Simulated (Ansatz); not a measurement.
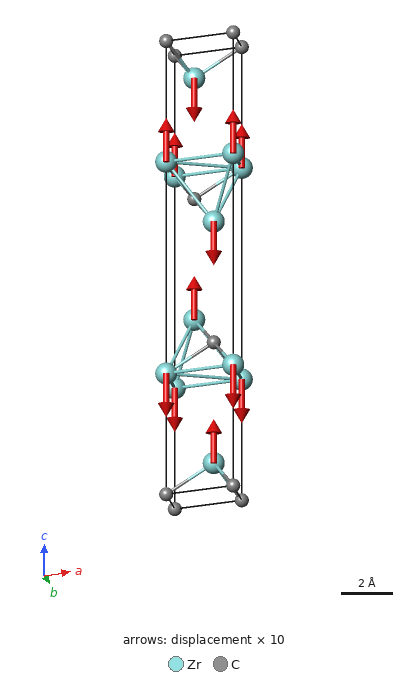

This is a relaxation of solid Zr$_{2}$C (a generated structure, set up in R-3m) (coarse preliminary run). The starting structure is drawn; red arrows show the displacements (the part carried along by the change of the cell is left out), 10 times their true length.

Style: ball-and-stick. Shown: the conventional cell (3 times the calculation's cell), from a free direction. Lengths and directions refer to the drawn axes.

The calculation used DFT PBE, scalar-relativistic, plane waves, PAW in Ansatz.

Input
```yaml
crystal:
  lattice:
    - [1.65338778, 0.95458388, 6.13505778]
    - [-1.65338778, 0.95458388, 6.13505778]
    - [0.0, -1.90916776, 6.13505778]
  atoms:
    - { symbol: Zr, position: [0.26646999, 0.26646999, 0.26646999] }
    - { symbol: Zr, position: [0.73353001, 0.73353001, 0.73353001] }
    - { symbol: C, position: [0.0, 0.0, 0.0] }
basis:
  ecutwfc: 420
kpoints:
  mp_grid: { grid: [6, 6, 6] }
hamiltonian:
  xc: pbe
scf:
  occupations: { method: gaussian, width: 0.1 }
  lower_state_search: "off"
output:
  forces: true
  stress: true
  eigenvalues: true
relax:
  adjacent_minimum: "off"
  f_tol: 0.04
  max_steps: 70
  cell: { stress_tol: 0.4 }
```

Command:
```bash
ansatz run input.yaml --threads 1 --pin off --max-ram 2048MiB --backend cpu --events-out ev --progress --plain --runs-dir out
```

> Atoms of which element are displaced furthest, and by how much?

Zirconium: up to 0.18 Å, against 0.00 Å for carbon.

> What did the optimiser do to the structure, and how much energy did it gain?

After 4 accepted moves (5 points after the start) the energy has fallen by 166 meV per atom. Largest force component: 1.2 eV/Å at the start, 0.011 eV/Å at the end. The pressure goes from −0.89 to 0.12 GPa. At 1 point the geometry stayed and the basis and grid were re-selected for the new cell (energy shift of 0.5 meV per atom at most each time). The largest moves relative to the cell, 0.18 Å, are those of Zr1 and Zr2. Zr2 goes along +c. C stays in place. The volume changes by −10.8 %, with a = b 3.307 → 3.330 Å (+0.7 %), c 18.405 → 16.183 Å (−12.1 %). Near-neighbour distances that change, for instance: Zr1–Zr2 4.140 → 3.458 Å, Zr1–Zr2 (another image) 3.115 → 3.170 Å, Zr1–C3 2.271 → 2.299 Å, Zr1–Zr1 3.307 → 3.330 Å. The space group stays R-3m (No. 166). The run took 6.8 s on 1 thread of Intel(R) Xeon(R) 6975P-C (Granite Rapids), with other jobs on the host, peak memory 0.43 GiB.
